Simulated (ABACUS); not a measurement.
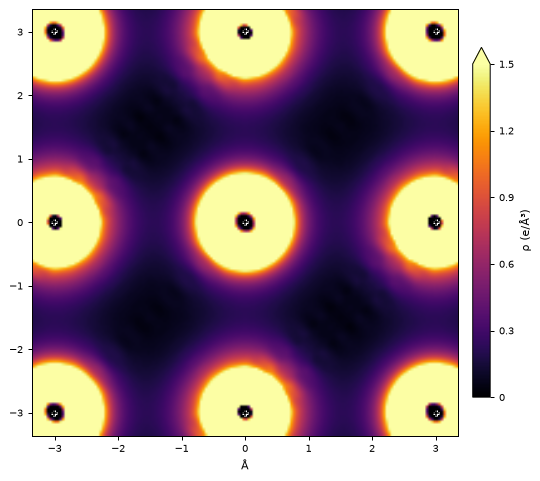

The valence electron density on a plane through atoms (crosses mark nuclei in the plane).

These are results of Kohn-Sham DFT of a periodic cell, PBEsol, PseudoDojo NC SR 0.4.1 PBEsol standard in ABACUS, not measurements.

Candidates:
A. FeO, a = 5.26 Å, b = 3.04 Å, c = 3.07 Å, α = 90.00°, β = 124.84°, γ = 90.00°. Space group Cm; changed on purpose from its base cell (atoms moved at random by about 0.05 A); computed pressure about −9 GPa in this cell; spin-polarised.
B. CoO, a = 4.26 Å, b = 4.26 Å, c = 4.26 Å, α = 90.00°, β = 90.00°, γ = 90.00°. Space group Fm-3m; computed pressure about −11 GPa in this cell; spin-polarised.
C. SnSe, a = 6.02 Å, b = 6.02 Å, c = 6.02 Å, α = 90.00°, β = 90.00°, γ = 90.00°. Space group Fm-3m.

Q: Which candidate gave the map?

A: Candidate C: SnSe on the (010) plane of the conventional cell, which holds Sn and Se. Sn–Se (3.01 Å): the density is about 0.23 e/Å³ at the midpoint.
